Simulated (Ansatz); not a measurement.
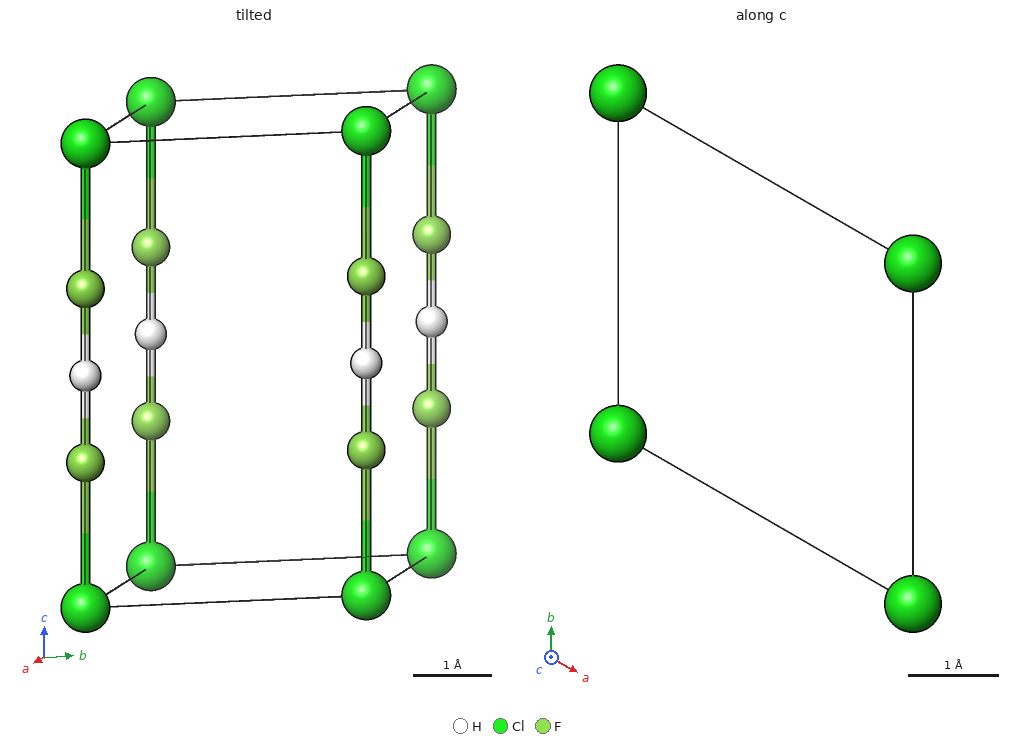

This ball-and-stick model is shown slightly off an axis and along the c axis. The wireframe shows the conventional unit cell. Cell: a = 3.79 Å, b = 3.79 Å, c = 6.05 Å, α = 90.00°, β = 90.00°, γ = 120.00°.

The initial geometry was a random cell made by a generator, so it need not be a real form of the compound. Earlier steps of the study may have refined or changed the cell and positions. It was run through Ansatz as a DFT input.

Q: In words:

A: The material is HClF2. The symmetry is that of P6/mmm (No. 191), on a primitive hexagonal lattice. The cell holds 4 atoms (1 H, 1 Cl, 2 F), Z = 1. Counting atoms within bonding range gives coordination numbers of H 2, Cl 2 and F 2.

Level of theory and settings: DFT r2SCAN, scalar-relativistic, plane waves, PAW (Ansatz), E_cut = 500 eV, a 12×12×6 grid in reciprocal space, Gaussian smearing of 0.02 eV, no spin polarisation.

Q: How large a gap does the method give, if there is one?

A: A semiconductor at this level, with a gap of 1.63 eV, direct.

Q: What does a Bader analysis give?

A: H +0.76 e; Cl +0.46 e; F -0.61 e.

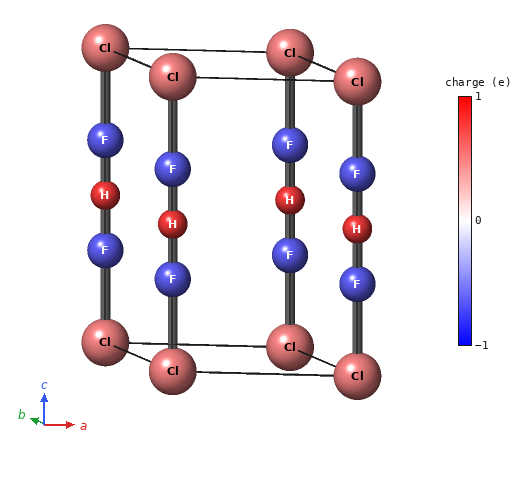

The atoms coloured by those charges. The run's cell of 4 atoms is drawn.

Q: Is the geometry at rest?

A: No. The largest force is 0.09 eV/Å, on F. The pressure is -0.8 GPa. The stress isn't hydrostatic: its largest component is 2.5 GPa.
